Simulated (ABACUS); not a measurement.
## Band-structure run of SiC (part 2 of 2)

SiC (2 atoms in the cell); Kohn-Sham DFT of a periodic cell, PW91, PseudoDojo NC SR 0.5 PBE stringent, no spin polarisation (ABACUS 3.10.1); cutoff 1115.67 eV, 8×8×8 k-mesh, fermi-dirac of 0.05 eV. The structure derives from an entry of the Crystallography Open Database.

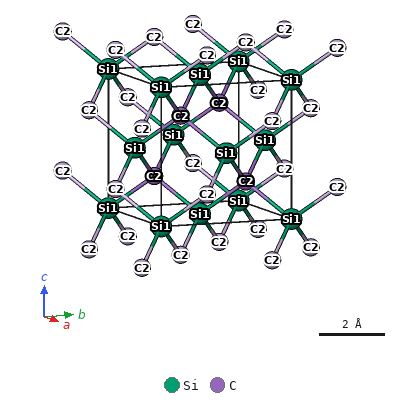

The structure (ball-and-stick view of the cell 4 times as large as that of the calculation, set on its symmetry axes, seen slightly off an axis; neighbours outside the cell are drawn fainter; atoms are numbered from 1 in the order of the input).

What the program printed, continued
```
 PW ALGORITHM --------------- ION=   1  ELEC=   2--------------------------------

 Density error is 0.0926639255792
                          Error Threshold = 0.00562914471762
----------------------------------------------------------
     Energy           Rydberg                 eV
----------------------------------------------------------
 E_KohnSham     -20.5582642738       -279.7095351140
 E_Harris       -21.1203101442       -287.3565614883
 E_Fermi        0.7728480544         10.5151372276
----------------------------------------------------------

 PW ALGORITHM --------------- ION=   1  ELEC=   3--------------------------------

 Density error is 0.00156835038563
                          Error Threshold = 0.00115829906974
----------------------------------------------------------
     Energy           Rydberg                 eV
----------------------------------------------------------
 E_KohnSham     -20.5754653665       -279.9435679860
 E_Harris       -20.5433057314       -279.5060137031
 E_Fermi        0.7442290721         10.1257559981
----------------------------------------------------------

 PW ALGORITHM --------------- ION=   1  ELEC=   4--------------------------------

 Density error is 7.13349037404e-05
                          Error Threshold = 1.96043798203e-05
----------------------------------------------------------
     Energy           Rydberg                 eV
----------------------------------------------------------
 E_KohnSham     -20.5756644164       -279.9462761987
 E_Harris       -20.5645232728       -279.7946931637
 E_Fermi        0.7473693577         10.1684817748
----------------------------------------------------------

 PW ALGORITHM --------------- ION=   1  ELEC=   5--------------------------------

 Density error is 6.52108816414e-07
                          Error Threshold = 8.91686296755e-07
----------------------------------------------------------
     Energy           Rydberg                 eV
----------------------------------------------------------
 E_KohnSham     -20.5756780113       -279.9464611667
 E_Harris       -20.5758614586       -279.9489570953
 E_Fermi        0.7479599342         10.1765169801
----------------------------------------------------------

 PW ALGORITHM --------------- ION=   1  ELEC=   6--------------------------------

 Density error is 9.31483972967e-09
                          Error Threshold = 8.15136020518e-09
----------------------------------------------------------
     Energy           Rydberg                 eV
----------------------------------------------------------
 E_KohnSham     -20.5756782216       -279.9464640276
 E_KS(sigma->0) -20.5756782209       -279.9464640191
 E_Harris       -20.5757630177       -279.9476177382
 E_band         2.1089843254         28.6942038185
 E_one_elec     5.6065876430         76.2815382814
 E_Hartree      2.3471838614         31.9350747687
 E_xc           -7.5982279552        -103.3791948937
 E_Ewald        -20.9312217695       -284.7838821670
 E_entropy(-TS) -0.0000000013        -0.0000000171
 E_descf        0.0000000000         0.0000000000
 E_exx          0.0000000000         0.0000000000
 E_Fermi        0.7480504713         10.1777488006
----------------------------------------------------------

 charge density convergence is achieved
 final etot is -279.94646403 eV
 EFERMI = 10.177748801 eV
The vacuum level is 7.1798641636 eV

 STATE ENERGY(eV) AND OCCUPATIONS    NSPIN == 1
 1/29 kpoint (Cartesian) = 0.0000 0.0000 0.0000 (447 pws)
       1       -5.91890     0.00390625
       2        9.47220     0.00390625
       3        9.47220     0.00390625
       4        9.47220     0.00390625
       5        15.7157    3.08524e-51
       6        16.8129    9.10214e-61
       7        16.8129    9.10214e-61
       8        16.8129    9.10214e-61
       9        24.0333        0.00000
      10        24.0333        0.00000
      11        25.9446        0.00000
      12        26.7860        0.00000
      13        26.7860        0.00000
      14        26.7860        0.00000

 2/29 kpoint (Cartesian) = 0.028683 0.028683 0.028683 (437 pws)
       1       -5.61464      0.0312500
       2        7.99245      0.0312500
       3        9.27189      0.0312500
       4        9.27189      0.0312500
       5        15.9634    1.74415e-52
       6        17.1624    6.70889e-63
       7        17.1624    6.70889e-63
       8        17.3232    2.69273e-64
       9        22.8173        0.00000
      10        22.8173        0.00000
      11        25.5605        0.00000
      12        27.5991        0.00000
      13        28.9752        0.00000
      14        28.9752        0.00000

 3/29 kpoint (Cartesian) = 0.057366 0.057366 0.057366 (431 pws)
       1       -4.72501      0.0312500
       2        5.18852      0.0312500
       3        8.86756      0.0312500
       4        8.86756      0.0312500
       5        15.4816    2.66638e-48
       6        17.4133    4.44470e-65
       7        17.4133    4.44470e-65
       8        18.8360    1.94981e-77
       9        22.6437        0.00000
      10        22.6437        0.00000
      11        24.6431        0.00000
      12        30.5227        0.00000
      13        32.1417        0.00000
      14        32.1417        0.00000

 4/29 kpoint (Cartesian) = 0.086049 0.086049 0.086049 (430 pws)
       1       -3.37298      0.0312500
       2        2.45354      0.0312500
       3        8.54036      0.0312500
       4        8.54036      0.0312500
       5        15.0659    1.08823e-44
       6        16.9913    2.05604e-61
       7        16.9913    2.05604e-61
       8        19.5138    2.53103e-83
       9        24.6156        0.00000
      10        24.6156        0.00000
      11        25.0212        0.00000
      12        32.0890        0.00000
      13        32.0890        0.00000
      14        32.3607        0.00000

 5/29 kpoint (Cartesian) = 0.11473 0.11473 0.11473 (433 pws)
       1       -2.35929      0.0156250
       2       0.951182      0.0156250
       3        8.42121      0.0156250
       4        8.42121      0.0156250
       5        14.9228    9.53170e-44
       6        16.7395    1.58266e-59
       7        16.7395    1.58266e-59
       8        19.5513    5.97808e-84
       9        25.6731        0.00000
      10        26.6998        0.00000
      11        26.6998        0.00000
      12        29.8828        0.00000
      13        29.8828        0.00000
      14        32.0108        0.00000

 6/29 kpoint (Cartesian) = 0.0000 0.0000 0.057366 (435 pws)
       1       -5.51311      0.0234375
       2        8.35918      0.0234375
       3        8.77810      0.0234375
       4        8.77810      0.0234375
       5        15.6869    3.29420e-50
       6        16.7049    4.73842e-59
       7        17.8646    4.00873e-69
       8        17.8646    4.00873e-69
       9        21.0154        0.00000
      10        24.4902        0.00000
      11        27.4703        0.00000
      12        27.6034        0.00000
      13        27.6034        0.00000
      14        29.0948        0.00000

[... levels at 23 further k points ...]

------------------------------------------------------------------------------------------
 TOTAL-FORCE (eV/Angstrom)
------------------------------------------------------------------------------------------
                       Si1         0.0000000000         0.0000000000         0.0000000000
                        C1         0.0000000000         0.0000000000         0.0000000000
------------------------------------------------------------------------------------------

----------------------------------------------------------------
 TOTAL-STRESS (KBAR)
----------------------------------------------------------------
        35.7863696874        -0.0000000000         0.0000000000
         0.0000000000        35.7863696874        -0.0000000000
         0.0000000000        -0.0000000000        35.7863696874
----------------------------------------------------------------
 TOTAL-PRESSURE: 35.786370 KBAR

 --------------------------------------------
 !FINAL_ETOT_IS -279.9464640276047476 eV
 --------------------------------------------
```

Standard output
```
ABACUS v3.10.1

               Atomic-orbital Based Ab-initio Computation at UStc

 dft_functional readin is: GGA_X_PW91+GGA_C_PW91
 dft_functional in pseudopot file is: PBE
 Please make sure this is what you need
 dft_functional readin is: GGA_X_PW91+GGA_C_PW91
 dft_functional in pseudopot file is: PBE
 Please make sure this is what you need
 UNIFORM GRID DIM        : 36 * 36 * 36
 UNIFORM GRID DIM(BIG)   : 36 * 36 * 36
func,idGGA_X_PW91 109
func,idGGA_C_PW91 134
 ---------------------------------------------------------
 Self-consistent calculations for electrons
 ---------------------------------------------------------
 SPIN    KPOINTS         PROCESSORS  THREADS
 1       29              4           4
 ---------------------------------------------------------
 Use plane wave basis
 ---------------------------------------------------------
 ELEMENT NATOM       XC
 Si      1
 C       1
 ---------------------------------------------------------
 Initial plane wave basis and FFT box
 ---------------------------------------------------------
 -------------------------------------------
 SELF-CONSISTENT :
 -------------------------------------------
 START CHARGE      : atomic
 ITER       ETOT/eV          EDIFF/eV         DRHO     TIME/s
 DA1     -2.78026211e+02   0.00000000e+00   4.5033e-01   0.65
 DA2     -2.79709535e+02  -1.68332447e+00   9.2664e-02   0.39
 DA3     -2.79943568e+02  -2.34032872e-01   1.5684e-03   0.35
 DA4     -2.79946276e+02  -2.70821272e-03   7.1335e-05   0.53
 DA5     -2.79946461e+02  -1.84968041e-04   6.5211e-07   0.37
 DA6     -2.79946464e+02  -2.86085512e-06   9.3148e-09   0.56
----------------------------------------------------------------
 TOTAL-STRESS (KBAR)
----------------------------------------------------------------
        35.7863696874        -0.0000000000         0.0000000000
         0.0000000000        35.7863696874        -0.0000000000
         0.0000000000        -0.0000000000        35.7863696874
----------------------------------------------------------------
 TOTAL-PRESSURE: 35.786370 KBAR
```

The run was set up as follows.

Input
```
INPUT_PARAMETERS
suffix              SiC
calculation         scf
basis_type          pw
pseudo_dir          ./
symmetry            1
dft_functional      GGA_X_PW91+GGA_C_PW91
ecutwfc             82
pseudo_rcut         7
nspin               1
nbands              14
ks_solver           dav
smearing_method     fd
smearing_sigma      0.00367493
scf_thr             1e-08
scf_nmax            100
mixing_type         broyden
mixing_beta         0.7
cal_force           1
cal_stress          1
out_chg             1
out_pot             2
out_elf             1
```

File STRU
```
ATOMIC_SPECIES
Si 28.0850 Si.upf
C 12.0110 C.upf

LATTICE_CONSTANT
1.8897261246

LATTICE_VECTORS
0.0000000000 2.1790000000 2.1790000000
2.1790000000 0.0000000000 2.1790000000
2.1790000000 2.1790000000 0.0000000000

ATOMIC_POSITIONS
Cartesian

Si
0.0
1
0.0000000000 0.0000000000 0.0000000000 1 1 1

C
0.0
1
3.2685000000 3.2685000000 3.2685000000 1 1 1
```

File KPT
```
K_POINTS
0
Gamma
8 8 8 0 0 0
```

Command:
```bash
OMP_NUM_THREADS=1 mpirun -np 4 abacus > log
```

Summary

```json
{"quantity": "outcome", "value": "converged"}
{"quantity": "space group (tolerance 0.01 Å)", "value": "F-43m (216)"}
{"quantity": "electrons treated", "value": "8"}
{"quantity": "free energy", "value": "−279.9465 eV"}
{"quantity": "Fermi energy of the self-consistent step", "value": "10.178 eV"}
{"quantity": "gap on the k-point mesh", "value": "1.40 eV"}
{"quantity": "pressure", "value": "3.58 GPa"}
{"quantity": "largest force (length of the vector)", "value": "under 0.001 eV/Å"}
{"quantity": "hardware", "value": "4 threads of Intel Xeon (Sapphire Rapids), 64 GiB of memory available, shared host"}
{"quantity": "wall time", "value": "3.6 s (CPU time 14 s)"}
{"quantity": "peak memory", "value": "0.2 GiB"}
```
